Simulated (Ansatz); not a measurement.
# Re in Au(111), 2x2: scattering by a point defect, part 3 of 3

Aim: the resistance that Re in Au(111), 2x2 adds to the host.

Ansatz 0.2.0; Ansatz plane-wave DFT, PBE, PAW files; ballistic transport by layer matching (Landauer), zero bias; PAW set soft_1 (the session's first sound run).

So far, resistivity per at.% scaled from this dense plane, with the factor 3/4 for isotropic scattering (µΩ cm): step 3 (resistance at ideal sites) 18.7.

### 5. Transmission after relaxation, relaxed yes

The transmission is solved again on the relaxed atoms.

This step: Ansatz plane-wave DFT, PBE, PAW files; ballistic transport by layer matching (Landauer), zero bias; PAW set soft_1 (Ansatz 0.2.0).

Contents of input.yaml:

```yaml
crystal:
  lattice:
    - [5.7675164608, 0.0, 0.0]
    - [-2.8837582304, 4.9948157717, 0.0]
    - [-1.4418791152, 0.8324692953, 25.9003660885]
  atoms:
    - { symbol: Au, position: [0.0075757576, 0.9924242424, 0.0454545455] }
    - { symbol: Au, position: [0.0075757576, 0.4924242424, 0.0454545455] }
    - { symbol: Au, position: [0.5075757576, 0.9924242424, 0.0454545455] }
    - { symbol: Au, position: [0.5075757576, 0.4924242424, 0.0454545455] }
    - { symbol: Au, position: [0.1893939394, 0.3106060606, 0.1363636364] }
    - { symbol: Au, position: [0.1893939394, 0.8106060606, 0.1363636364] }
    - { symbol: Au, position: [0.6893939394, 0.3106060606, 0.1363636364] }
    - { symbol: Au, position: [0.6893939394, 0.8106060606, 0.1363636364] }
    - { symbol: Au, position: [0.3712121212, 0.1287878788, 0.2272727273] }
    - { symbol: Au, position: [0.3712121212, 0.6287878788, 0.2272727273] }
    - { symbol: Au, position: [0.8712121212, 0.1287878788, 0.2272727273] }
    - { symbol: Au, position: [0.8712121212, 0.6287878788, 0.2272727273] }
    - { symbol: Au, position: [0.0542937569, 0.9470755667, 0.3184683471] }
    - { symbol: Au, position: [0.0536282101, 0.4463717899, 0.3200583496] }
    - { symbol: Au, position: [0.5526644254, 0.9473355746, 0.3184370454] }
    - { symbol: Au, position: [0.5529244333, 0.4457062431, 0.3184683471] }
    - { symbol: Au, position: [0.2375710184, 0.2624289816, 0.4112255124] }
    - { symbol: Au, position: [0.2374918914, 0.768189804, 0.4112781429] }
    - { symbol: Au, position: [0.731810196, 0.2625081086, 0.4112781429] }
    - { symbol: Au, position: [0.7349606119, 0.7650393881, 0.4078680881] }
    - { symbol: Re, position: [0.4166666667, 0.0833333333, 0.5] }
    - { symbol: Au, position: [0.4166666667, 0.5833333333, 0.5] }
    - { symbol: Au, position: [0.9166666667, 0.0833333333, 0.5] }
    - { symbol: Au, position: [0.9166666667, 0.5833333333, 0.5] }
    - { symbol: Au, position: [0.1015231373, 0.904158558, 0.5887218571] }
    - { symbol: Au, position: [0.0983727214, 0.4016272786, 0.5921319119] }
    - { symbol: Au, position: [0.595762315, 0.904237685, 0.5887744876] }
    - { symbol: Au, position: [0.595841442, 0.3984768627, 0.5887218571] }
    - { symbol: Au, position: [0.280668908, 0.219331092, 0.6815629546] }
    - { symbol: Au, position: [0.2804089, 0.7209604236, 0.6815316529] }
    - { symbol: Au, position: [0.7790395764, 0.2195911, 0.6815316529] }
    - { symbol: Au, position: [0.7797051233, 0.7202948767, 0.6799416504] }
    - { symbol: Au, position: [0.4621212121, 0.0378787879, 0.7727272727] }
    - { symbol: Au, position: [0.4621212121, 0.5378787879, 0.7727272727] }
    - { symbol: Au, position: [0.9621212121, 0.0378787879, 0.7727272727] }
    - { symbol: Au, position: [0.9621212121, 0.5378787879, 0.7727272727] }
    - { symbol: Au, position: [0.1439393939, 0.8560606061, 0.8636363636] }
    - { symbol: Au, position: [0.1439393939, 0.3560606061, 0.8636363636] }
    - { symbol: Au, position: [0.6439393939, 0.8560606061, 0.8636363636] }
    - { symbol: Au, position: [0.6439393939, 0.3560606061, 0.8636363636] }
    - { symbol: Au, position: [0.3257575758, 0.1742424242, 0.9545454545] }
    - { symbol: Au, position: [0.3257575758, 0.6742424242, 0.9545454545] }
    - { symbol: Au, position: [0.8257575758, 0.1742424242, 0.9545454545] }
    - { symbol: Au, position: [0.8257575758, 0.6742424242, 0.9545454545] }
kpoints:
  mp_grid: { grid: [5, 5, 1] }
hamiltonian:
  xc: pbe
  pseudopotentials: { kind: paw, azcp: { folder: soft_1 } }
scf:
  occupations: { method: fermi_dirac, width: 0.1 }
output:
  transmission:
    leads: [[0, 4]]
    kmesh: [10, 10]
    e_range: [-0.05, 0.05]
    de: 0.05
  write_potential: true
  write_density: true
  volumetric_format: npy
```

Command:

```console
ansatz run input.yaml --threads 4 --pin off --max-ram 15360MiB --backend cpu --events-out ev --progress --plain --runs-dir out
```

Numbers of over 12 decimals in the logs are rounded to 6 here.

Output:

```text
[...]
Crystal: 44 atoms, lattice volume = 746.130 Å³
Basis set: ecut = 420 eV, 14649 PW (Γ)
Bands: 500, of which v1, the nominal top of the filled ones, is band 416 counted from 1 (415 counted from 0)
Symmetry: 4 space group operations
[...]
k-points: 9 of 25
[...]
SCF iter   1: F=—  HF=-576396.485513 eV  |F-HF|=—  |Δ(HF+E_count)|=         —  Δρ=1.01e-1  dr2=2.88e2  ethr=3.10e-3  ⟨swp⟩=4.1  Hψ=13377  notcnv=0  defer=113
[...]
SCF iter  12: F=-576367.489335 eV  HF=-576367.489335 eV  |F-HF|=3.99e-8  |Δ(HF+E_count)|=   7.33e-9  Δρ=8.04e-7  dr2=4.39e-8  ethr=1.20e-11  ⟨swp⟩=10.3  Hψ=18606  notcnv=0
SCF 1 converged in 12 iterations: F = -576367.489335 eV  dr2 = 4.39e-8
[...]
transmission: 118 of 1178 steps passed
transmission: 238 of 1178 steps passed
[...]
transmission: 1178 of 1178 steps passed
SCF converged after 12 iterations
Free energy (F): -576367.489335 eV
[...]
Internal energy: -576366.797874 eV  (E = F + TS)
E sigma→0 (E₀):  -576367.143604 eV
Entropy (-TS):   -0.691461 eV (-15.715 meV/atom)
Fermi energy:    20.704514 eV
[...]
--- Band table (eV; the first three rows and the last of 9) ---
  k-point 0: bands = [... 412 lower, 20.8287, 20.8893, 20.9589, 21.1461, 21.3077, 21.4721, 21.4858, 21.5760, ... 80 higher]
  k-point 1: bands = [... 412 lower, 20.4834, 20.5945, 20.6376, 20.6848, 20.7232, 20.7607, 20.8272, 20.9451, ... 80 higher]
  k-point 2: bands = [... 412 lower, 20.4505, 20.4766, 20.5335, 20.5847, 20.6813, 20.7417, 20.7860, 21.0793, ... 80 higher]
  k-point 8: bands = [... 412 lower, 20.4393, 20.4670, 20.5005, 20.5387, 20.5896, 20.8696, 20.8986, 20.9087, ... 80 higher]
--- Transmission ---
  basis      : 253 plane waves across, 38 finite elements along
  points     : 31, standing for a mesh of 10 x 10
[...]
channels       : 3.210000e0 a spin
[...]
junction   : crystal 0 to crystal 0, 0.70 to 24.24 Å
    transmission   : 1.309258e0 a spin
[...]
```

Run time: 3.7 min. Hardware: 4 threads of Intel Xeon Platinum 8488C (Sapphire Rapids), shared host; peak memory 6.5 GiB.

This step gave:

```
free energy                                    : -576367.4893 eV
energy at zero smearing                        : -576367.1436 eV
transmission per spin nearest the Fermi level  : 1.309
open channels per spin nearest the Fermi level : 3.21
step of the lead's potential                   : 11.5 meV
```

Per spin. The transmission, zone mean by energy, zero at the Fermi level:

| energy (eV) | transmission, zone mean |
| --- | --- |
| -0.0500 | 1.32 |
| 0.0000 | 1.31 |
| 0.0500 | 1.30 |

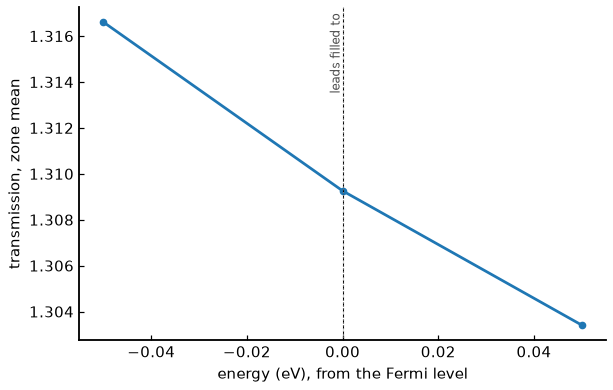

Transmission, zone mean, plotted against energy.

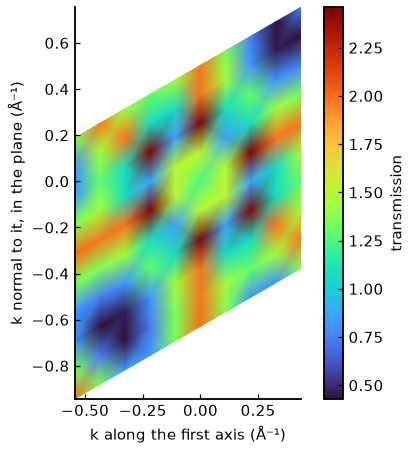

Transmission over k1 and k2. At 0.0000 eV from the Fermi level.

Over the solved energies the transmission per spin lies between 1.30 and 1.32, out of 3.21 channels of the lead on average (up to 3.21).

### 6. Resistance after relaxation

This step: Ansatz plane-wave DFT, PBE, PAW files; ballistic transport by layer matching (Landauer), zero bias; area resistance of the defect plane and resistivity an atomic per cent; PAW set soft_1 (Ansatz 0.2.0).

This step gave:

```yaml
area_resistance: 1.680 fΩ m²
t_over_the_leads_mean_channel_count: 0.4080
resistivity_per_at_scaled_from_this_dense_plane_with_the_factor_3_over_4_for_isotropic_scattering: 21.41 µΩ cm
```

Averaged over the energies near the Fermi level, 40.8 % of the channels pass, which makes 1.68 fΩ m², against 1.46 on ideal sites.

### 7. Results

```yaml
share_of_channels_that_pass_rigid: 0.443
area_resistance_rigid: 1.46 fΩ m²
resistivity_per_at_from_the_area_resistance_times_3_over_4_rigid: 18.7 µΩ cm
share_of_channels_that_pass_relaxed: 0.408
area_resistance_relaxed: 1.68 fΩ m²
resistivity_per_at_from_the_area_resistance_times_3_over_4_relaxed: 21.4 µΩ cm
```

What this shows: The plane of defects adds 1.7 fΩ m². Scaled to one atomic per cent that is 29 µΩ cm as it stands and 21 with the factor 3/4 for isotropic scattering on a spherical Fermi surface; with the reflection in place of the resistance taken as linear in the density it would be 8.7. These are rough estimates of the dilute value, not bounds. One Re in each 2x2 cell reflects 59 % of the lead's channels. The relaxed cell differs by 15 % in resistance; between the two runs the lead's own channel count goes from 3.19 to 3.21, so sampling may have a part in it. The defects form a dense periodic sheet that scatters coherently, unlike a dilute random alloy. T and N are means over the solved energies nearest the Fermi level. Spin-orbit coupling is left out, which matters for Au and Re.

[Logs are printed without paths, hosts, clocks, repeated set-up lines and the standing remarks that a program may print on its own settings, such as how far it seeks lower states.]

[Hosts, paths, dates, database ids (printed as entryN), source tags and the programs' standing remarks are cut or masked in the printed files.]
